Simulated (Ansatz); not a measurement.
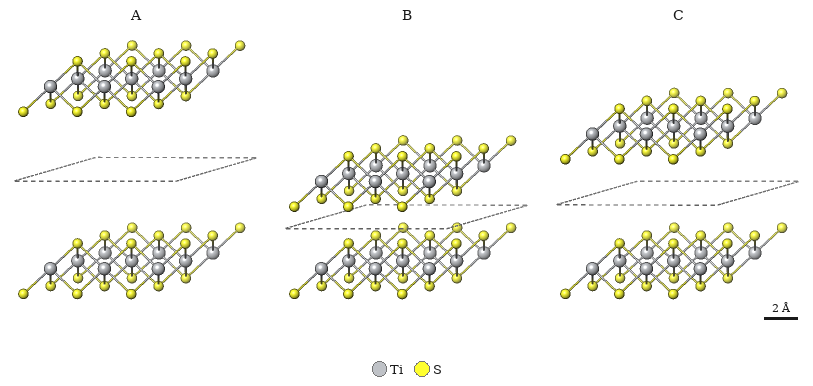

A scan of a crystal of TiS$_{2}$ (P-3m1): the crystal is pulled apart rigidly along the normal of the (0 0 1) plane of the conventional cell, at a cut between a plane of S below and one of S above, 2.66 Å apart. One cut stands in each cell, which starts 16.5 Å high; nothing is relaxed, and the dashed outline marks the cut. Style: ball-and-stick. Shown: the layers on both sides of the cut, from the side, nearly along the cut plane.

Method: Ansatz 0.2.0, DFT PBE+D3(BJ), scalar-relativistic, plane waves, PAW. Settings: plane-wave cutoff 420 eV; k-point mesh 13 × 13 × 3; occupations gaussian; smearing width 0.15 eV; no spin polarisation. Energies (free energies at the smearing named) are counted from the relaxed crystal.

Order these geometries by energy, lowest first.

Answer. Lowest first: B (the opening 0.00 Å, 0.000 J/m²), C (the opening 3.00 Å, 0.475 J/m²), A (the opening 6.00 Å, 0.552 J/m²). Over the whole scan: at the widest opening, 6.00 Å, the energy has risen by 0.552 J/m², where the curve has levelled off: this is the ideal work of separation, the sum of the two unrelaxed surface energies of a slab 16.5 Å thick. The steepest rise lies between 0.50 Å and 0.75 Å, with a mean traction of about 2.6 GPa. Pressing the cut together by 0.30 Å costs 0.082 J/m².
